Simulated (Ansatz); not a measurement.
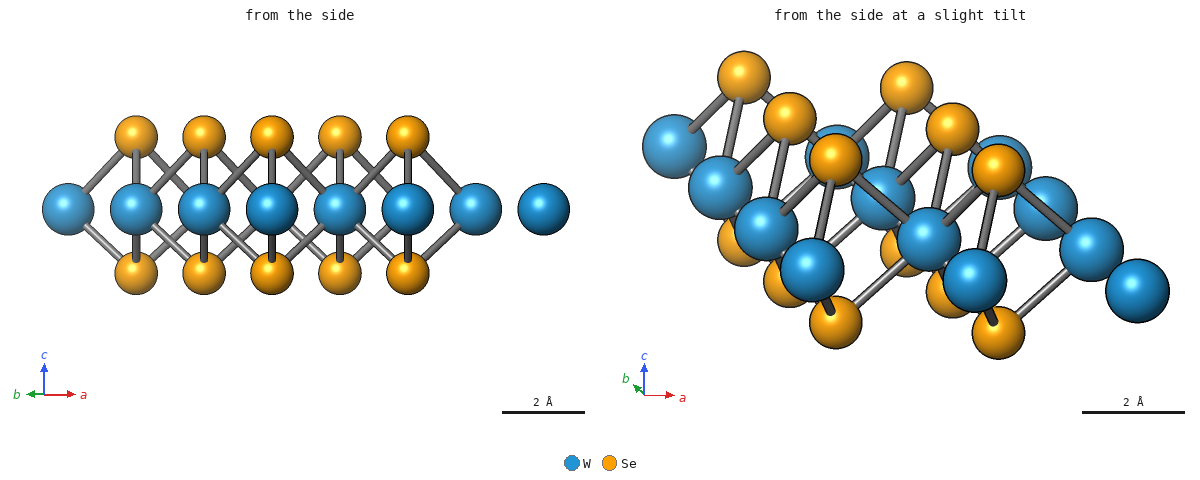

A ball-and-stick picture of a periodic sheet, seen from the side and from the side at a slight tilt. The surface normal points up in side views; the vacuum is left out. 2×3 cells are drawn in the plane, with atoms at the edges repeated.

The cell holds 1 W, 2 Se.

Q: Which species face the vacuum on either side?

A: The top face ends in Se, the bottom face in Se. The two faces are alike.

Q: What is the thickness of the slab?

A: About 3.3 Å from the lowest to the highest atom.

Q: Name the atomic layers in order from the top face down.

A: Three planes: Se / W / Se.

Q: How do the atoms link up?

A: The neighbours of W are six Se in a trigonal prismatic arrangement at about 2.5 to 2.6 Å. Se is surrounded by three W in a trigonal pyramidal arrangement at about 2.5 to 2.6 Å. Not all metal-metal contacts are counted. The bonds build WSe2 layers parallel to the surface.

It goes back to a structure listed in the Materials Project. The cell was then strained or its atoms displaced on purpose. An electronic-structure calculation with Ansatz was run on it.

At this level of theory the run's own cell isn't at rest (forces up to 3.0 eV/Å), so its distances can differ from those at equilibrium, the more so the softer the solid.
